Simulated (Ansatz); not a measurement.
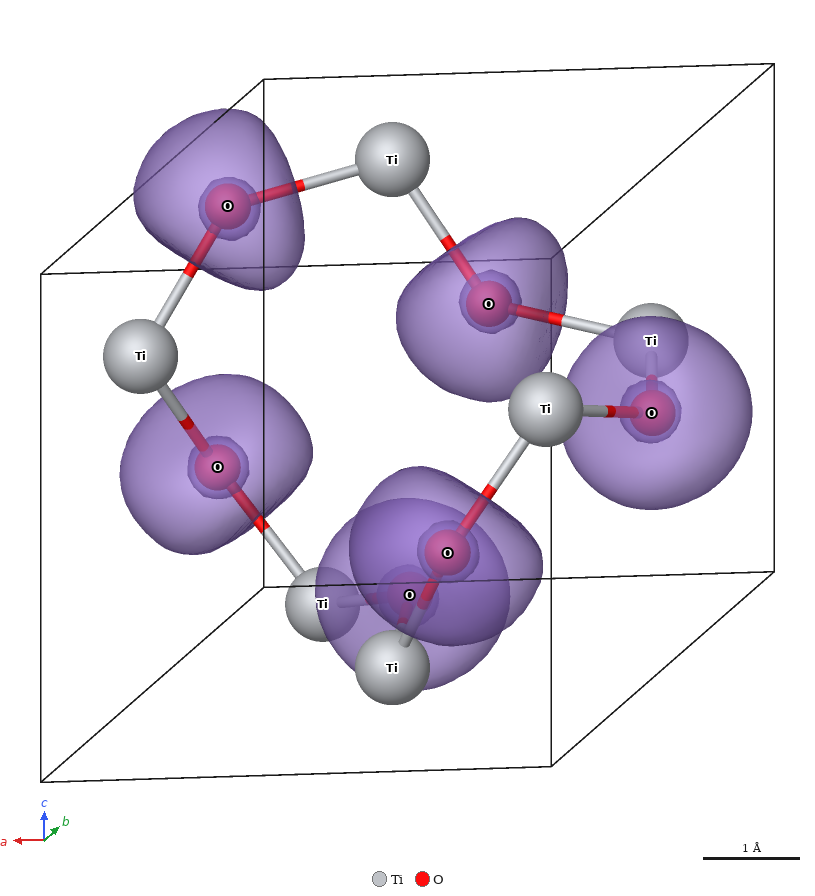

Figure 1: TiO2. Isosurface of the ELF at 0.65 (purple), seen at an oblique angle. Only the valence region is drawn (cores and ρ < 0.01 e/Å³ removed). Sticks mark near contacts.

Space group P3₁21; a structure from a database of computed crystals, not necessarily the ambient phase.

Theory: Kohn-Sham DFT of a periodic cell, revPBE with D3(BJ), Ansatz PAW (Ansatz).

```xyz
9
Lattice="5.3712 0.0000 0.0000 -2.6856 4.6516 0.0000 0.0000 0.0000 5.8855" Properties=species:S:1:pos:R:3 pbc="T T T"
Ti    2.4045    0.0000    1.9618
Ti   -1.2022    2.0823    3.9237
Ti    1.4834    2.5692    0.0000
O     0.7878    4.1507    0.5727
O     3.4733    0.5009    3.3510
O     0.5152    1.8940    4.4964
O     3.2007    2.7576    5.3128
O    -1.3029    3.2584    2.5345
O     1.3826    1.3931    1.3892
```

### Where are the electrons localised?

The ELF exceeds this value in six regions wrapped around O (the valence shell of each), counted in one cell of 9 atoms. Any copies at cell faces, edges or corners count once.

Values along the shortest contacts:
Ti–O (1.82 Å): the ELF peaks at about 0.80 in the valence shell of O, 0.6 Å from its nucleus, and is about 0.25 at the midpoint; no shared electron pair shows on this line.
